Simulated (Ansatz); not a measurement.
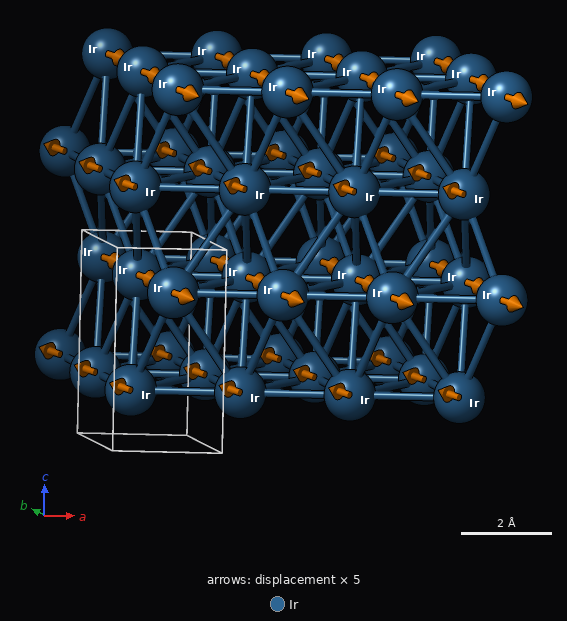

This is a relaxation of a crystal of Ir (set up in P-1). The starting structure is drawn; orange arrows show the displacements (the part carried along by the change of the cell is left out), magnified 5 times.

A ball-and-stick model of the cell of the calculation, repeated 4 × 3 × 2 with one cell outlined, seen slightly off an axis.

Case: all atoms moved at random, sigma 0.15 Å for each component, cell strained at random, sigma 0.06; relaxed back.

These are results of DFT PBE, scalar-relativistic, plane waves, PAW (Ansatz 0.2.0), not measurements.

Input file:
```yaml
crystal:
  lattice:
    - [2.5077878268, -0.0597986202, 0.0720654417]
    - [-1.3056810376, 2.3044141724, -0.1041479726]
    - [0.1167821686, -0.1274568607, 4.6419965885]
  atoms:
    - { symbol: Ir, position: [0.6389803454, 0.3620789061, 0.7534262406] }
    - { symbol: Ir, position: [0.3610196546, 0.6379210939, 0.2465737594] }
basis:
  ecutwfc: 420
kpoints:
  mp_grid: { grid: [12, 12, 8] }
hamiltonian:
  xc: pbe
scf:
  occupations: { method: gaussian, width: 0.15 }
output:
  forces: true
  stress: true
  eigenvalues: true
relax:
  adjacent_minimum: "off"
  f_tol: 0.01
  max_steps: 80
  cell: { stress_tol: 0.1 }
```

Command:
```bash
ansatz run input.yaml --threads 1 --pin off --max-ram 2560MiB --backend cpu --events-out ev --progress --plain --runs-dir out
```

Q: What happened in the run?

A: The largest moves relative to the cell, 0.14 Å, are those of Ir1 and Ir2. Ir1 goes roughly along [1 −1 0]. The volume changes by +10.2 %, with a 2.510 → 2.745 Å (+9.4 %), b 2.651 → 2.745 Å (+3.6 %), c 4.645 → 4.462 Å (−3.9 %), α 94.3° → 90.0°, β 86.9° → 90.0°, γ 120.9° → 120.0°. Among the contacts that change: Ir1–Ir1 2.510 → 2.745 Å, Ir1–Ir2 2.523 → 2.737 Å, Ir1–Ir1 (another image) 2.546 → 2.745 Å, Ir1–Ir2 (another image) 2.921 → 2.737 Å. The space group (tolerance 0.01 Å) goes from P-1 (No. 2) to P6_3/mmc (No. 194). The energy falls by 1.008 eV per cell of the calculation in 6 accepted moves (8 points after the start). Largest force component: 1.2 eV/Å at the start, 0.0001 eV/Å at the end. Pressure: 54.58 GPa at the start and 0.05 GPa at the end. At 2 points the geometry stayed and the basis and grid were re-selected for the new cell (energy shift of 3.6 meV per cell of the calculation at most each time).
